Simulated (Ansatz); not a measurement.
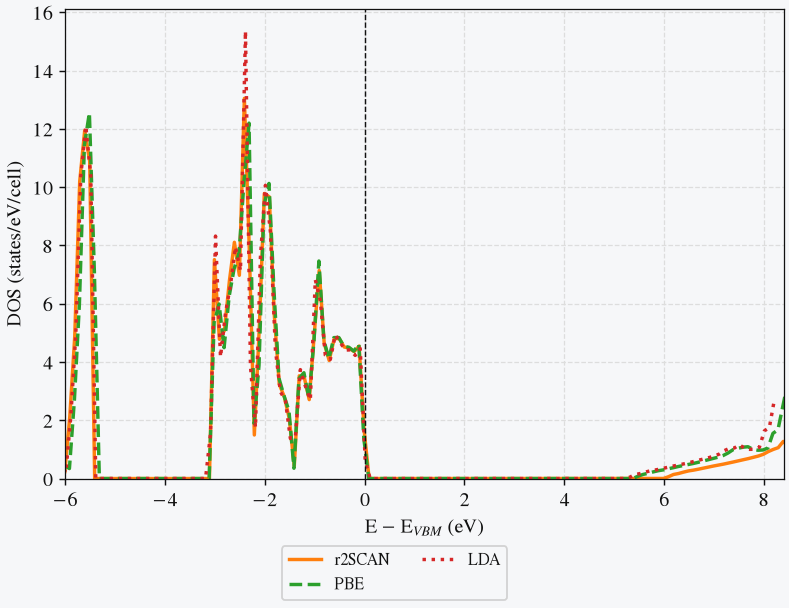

Total densities of states of SiO2, space group Fd-3m, 6 atoms in the cell, by three methods on the same cell. Each is counted from its own valence-band top.

Question: What changes from one method to the other?

Answer: r2SCAN gives a gap of 5.98 eV, PBE gives a gap of 5.37 eV and LDA gives a gap of 5.23 eV.

Settings. r2SCAN: DFT r2SCAN, scalar-relativistic, plane waves, PAW, no spin polarisation, 6×6×6 k mesh, 500 eV cutoff (Ansatz). PBE: DFT PBE, scalar-relativistic, plane waves, PAW, no spin polarisation, 6×6×6 k mesh, 420 eV cutoff (Ansatz). LDA: DFT LDA, scalar-relativistic, plane waves, PAW, no spin polarisation, 6×6×6 k mesh, 420 eV cutoff, Gaussian smearing of 0.02 eV (Ansatz 0.2.0).
